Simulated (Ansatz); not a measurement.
# Mg$_{8}$S$_{7}$ (cell with a defect): what the fields show

```
CELL_PARAMETERS angstrom
0.00000 5.69721 -5.69721
-5.69721 0.00000 -5.69721
-5.69721 5.69721 0.00000
ATOMIC_POSITIONS crystal
Mg 0.02086 0.49053 0.02377
Mg 0.46484 0.49053 0.02377
Mg 0.99234 0.00766 0.00766
Mg 0.51211 0.98789 0.98789
Mg 0.95015 0.54985 0.54985
Mg 0.53910 0.46090 0.46090
Mg 0.02086 0.02377 0.49053
Mg 0.46484 0.02377 0.49053
S 0.15965 0.34035 0.34035
S 0.85091 0.91353 0.38465
S 0.39621 0.84286 0.36472
S 0.85091 0.38465 0.91353
S 0.39621 0.36472 0.84286
S 0.88952 0.87199 0.87199
S 0.36650 0.87199 0.87199
```

Computed with DFT PBE, scalar-relativistic, plane waves, PAW (Ansatz).

In a PAW calculation such maps are meaningful between the atoms, not at the nuclei.

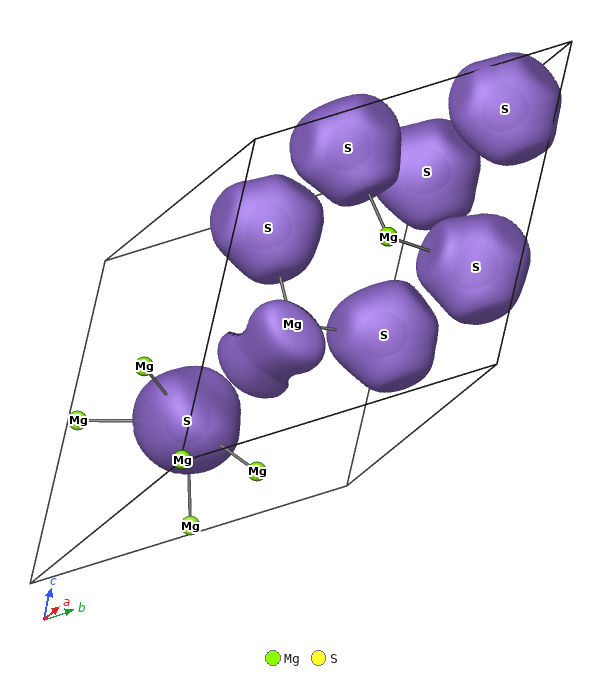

Figure 1. Isosurface of the electron localisation function at 0.7 (purple), seen at an oblique angle. Only the valence region is drawn (cores and ρ < 0.01 e/Å³ removed). Sticks mark near contacts.

Where are the electrons localised?

At this value the surface marks out seven regions wrapped around S (the valence shell of each) and one pocket between the atoms, centred on no nucleus (multi-centre or interstitial), counted in one cell of 15 atoms. Any copies at cell faces, edges or corners count once.


Mg–S (2.39 Å): the ELF peaks at about 0.90 in the valence shell of S, 0.9 Å from its nucleus, and is about 0.80 at the midpoint. Mg–S (2.47 Å): the ELF peaks at about 0.90 in the valence shell of S, 0.9 Å from its nucleus, and is about 0.80 at the midpoint.

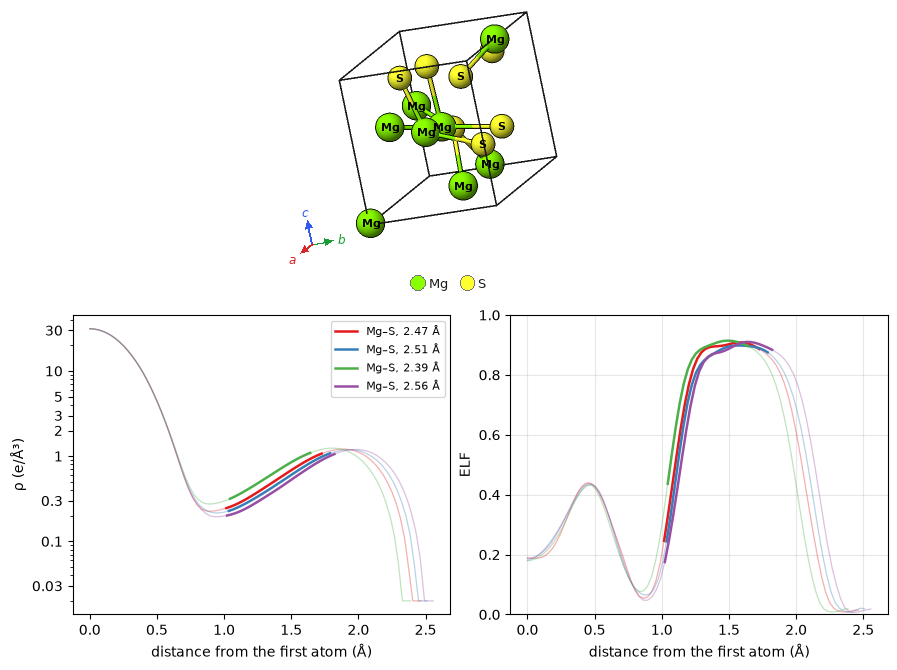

Figure 2. Valence electron density and electron localisation function along straight lines between neighbouring atoms. Thin, pale parts lie inside the atomic spheres. The structure is drawn too.

Compare the contacts.

Mg–S (2.47 Å): ρ at the midpoint is about 0.36 e/Å³; the ELF peaks at about 0.90 in the valence shell of S, 0.9 Å from its nucleus, and is about 0.80 at the midpoint.
Mg–S (2.51 Å): ρ at the midpoint is about 0.34 e/Å³; the ELF peaks at about 0.90 in the valence shell of S, 0.9 Å from its nucleus, and is about 0.80 at the midpoint.
Mg–S (2.39 Å): ρ at the midpoint is about 0.42 e/Å³; the ELF peaks at about 0.90 in the valence shell of S, 0.9 Å from its nucleus, and is about 0.80 at the midpoint.
Mg–S (2.56 Å): ρ at the midpoint is about 0.31 e/Å³; the ELF peaks at about 0.90 in the valence shell of S, 0.9 Å from its nucleus, and is about 0.80 at the midpoint.

Does the calculation make it a metal, or give it a gap?

It is metallic or semimetallic at this level of theory: no gap opens.
